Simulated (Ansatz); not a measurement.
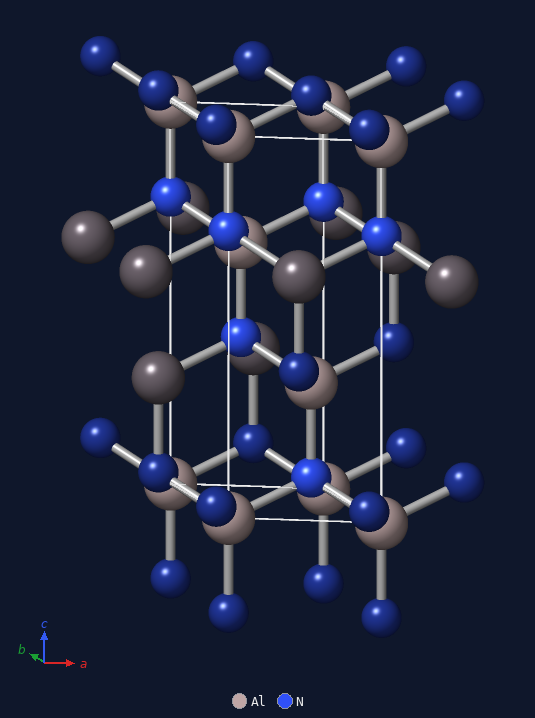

We look at a ball-and-stick model of the crystal slightly off an axis. The conventional unit cell is outlined; an atom on or near a face, edge or corner is repeated at each equivalent position. Bonds that leave the box are completed with the atoms at their other ends, in fainter colours.

AlN, space group R3m (No. 160), a = 3.090 Å, b = 3.090 Å, c = 7.871 Å, α = 90.00°, β = 90.00°, γ = 120.00°. Its origin is a structure type filled with these elements by a generator (whether the compound takes this form wasn't checked). The cell was then strained or its atoms displaced on purpose. It was the input of a calculation with Ansatz.

This one geometry was computed with Ansatz (DFT, plane waves, PAW) at three levels of theory: HSE06, PBE and r2SCAN. It was relaxed with r2SCAN and then strained.

Which level gives the highest pressure at this volume, and what does that say about its equilibrium volume?

Highest: PBE (-2.9 GPa), which points to the largest equilibrium volume. Lowest, with the smallest volume: HSE06 (-8.2 GPa). Levels within 0.5 GPa of each other can't be told apart.

How does the band gap change with the level of theory?

PBE: a gap of 3.18 eV, indirect; r2SCAN: a gap of 3.78 eV, indirect; HSE06: a gap of 4.39 eV, indirect.

Collect the results in a table.

| level | cutoff (eV) | k-mesh of the run's cell | gap (eV) | pressure (GPa) |
| --- | --- | --- | --- | --- |
| HSE06 | 420 | 8×8×8 | 4.39 | -8.2 |
| PBE | 420 | 10×10×10 | 3.18 | -2.9 |
| r2SCAN | 500 | 10×10×10 | 3.78 | -7.5 |

Gaps are taken on the k-mesh or band path of each run.
